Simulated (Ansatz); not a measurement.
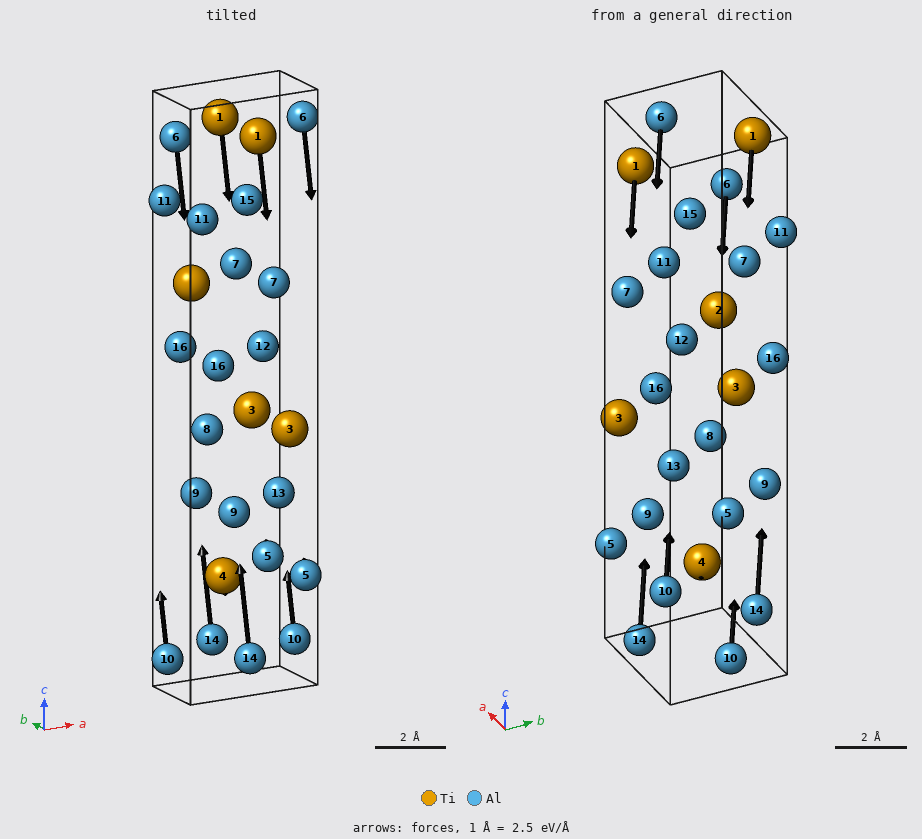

Drawn in the spheres-only manner and seen slightly off an axis and from a general direction. The simulation cell is outlined; an atom on or near a face, edge or corner is repeated at each equivalent position. The arrows are the computed forces on the atoms.

System: TiAl3. Computational set-up: DFT PBEsol, scalar-relativistic, plane waves, PAW (Ansatz 0.2.0), wavefunction cutoff 420 eV, 12×12×3 k-points, Gaussian smearing of 0.15 eV, no spin polarisation.

Could this be the end point of a relaxation?

Answer. No. The atoms still feel forces of up to about 5.9 eV/Å, far above a usual threshold of 0.01 to 0.03 eV/Å.

The structure was taken from a structure listed in the Materials Project. The cell was then strained or its atoms displaced on purpose. It was run through Ansatz as a DFT input.
